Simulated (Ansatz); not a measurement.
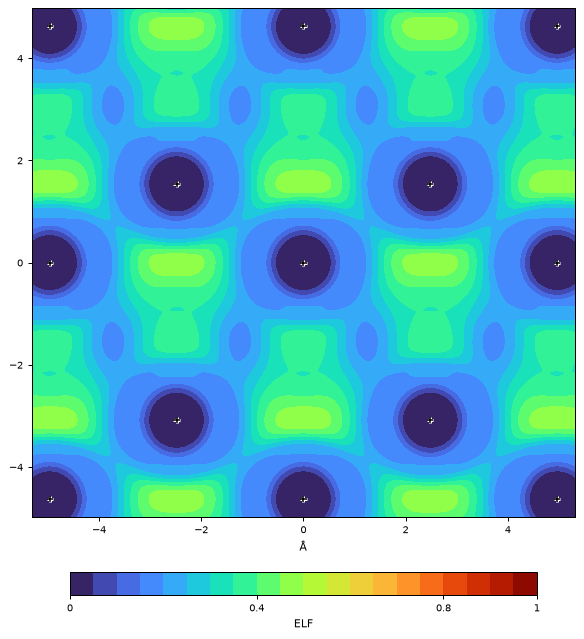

The electron localisation function on a plane through atoms (crosses mark nuclei in the plane).

Theory: DFT r2SCAN, plane waves, PAW in Ansatz 0.2.0.

Candidates:
A. BN, a = 2.50 Å, b = 2.50 Å, c = 10.12 Å, α = 90.00°, β = 90.00°, γ = 120.00°. Space group R3m; a structure from a database of computed crystals, not necessarily the ambient phase.
B. Zn, a = 2.67 Å, b = 2.67 Å, c = 4.97 Å, α = 90.00°, β = 90.00°, γ = 120.00°. Space group P6₃/mmc; computed pressure about −5 GPa in this cell.
C. CdS, a = 4.17 Å, b = 4.17 Å, c = 6.74 Å, α = 90.00°, β = 90.00°, γ = 120.00°. Space group P6₃mc.

### Which candidate gave the map?

Candidate B: Zn on the (110) plane of the conventional cell, which holds Zn. Zn–Zn (2.92 Å): the ELF is about 0.25 at the midpoint (no localised pair shows between them).
